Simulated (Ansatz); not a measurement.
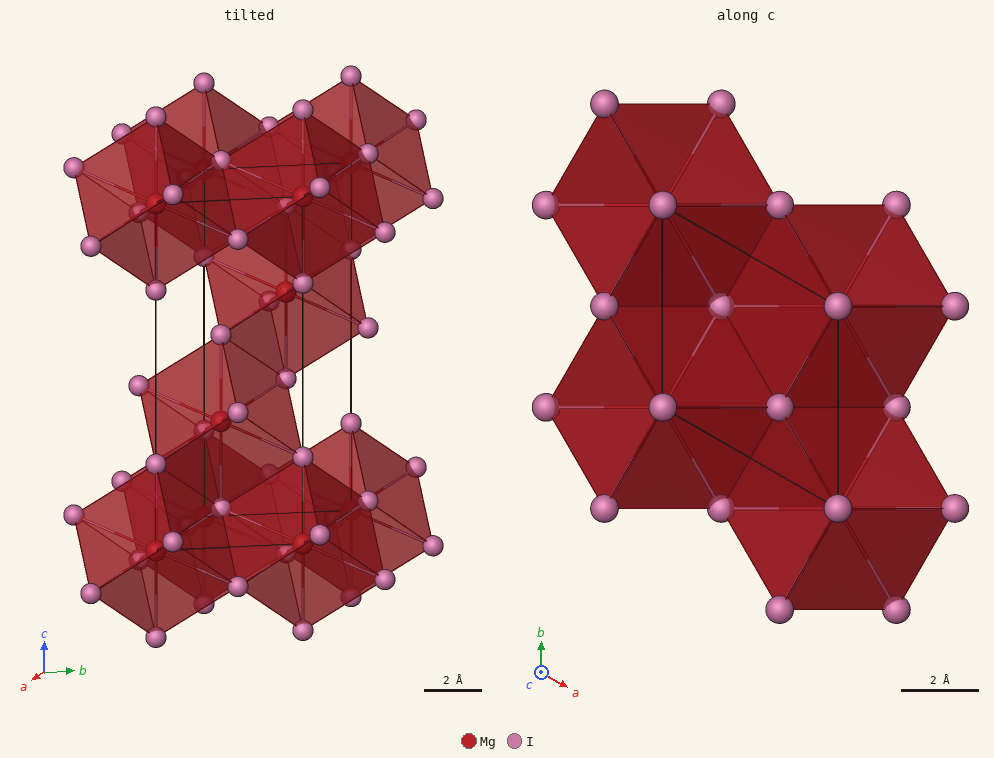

Shown here is a polyhedral view of the crystal, taken slightly off an axis and along the c axis. The edges of the conventional unit cell are marked. A few atoms beyond the faces are included.

MgI2, space group R-3m (No. 166), a = 5.311 Å, b = 5.311 Å, c = 12.667 Å, α = 90.00°, β = 90.00°, γ = 120.00°. The structure comes from a structure type filled with these elements by a generator (whether the compound takes this form wasn't checked). The cell was then strained or its atoms displaced on purpose. A calculation with Ansatz used it as input.

This one geometry was computed with Ansatz (DFT, plane waves, PAW) at three levels of theory: PBE, HSE06 and r2SCAN. It was relaxed with r2SCAN and then strained.

How does the band gap change with the level of theory?

Answer. PBE: a gap of 0.67 eV, indirect; r2SCAN: a gap of 1.41 eV, indirect; HSE06: a gap of 1.50 eV, indirect.

Collect the results in a table.

Answer.
| level | cutoff (eV) | k-mesh of the run's cell | gap (eV) | pressure (GPa) |
| --- | --- | --- | --- | --- |
| PBE | 420 | 6×6×6 | 0.67 | 1.1 |
| HSE06 | 420 | 4×4×4 | 1.50 | 0.4 |
| r2SCAN | 500 | 6×6×6 | 1.41 | 0.9 |

Gaps are taken on the k-mesh or band path of each run.
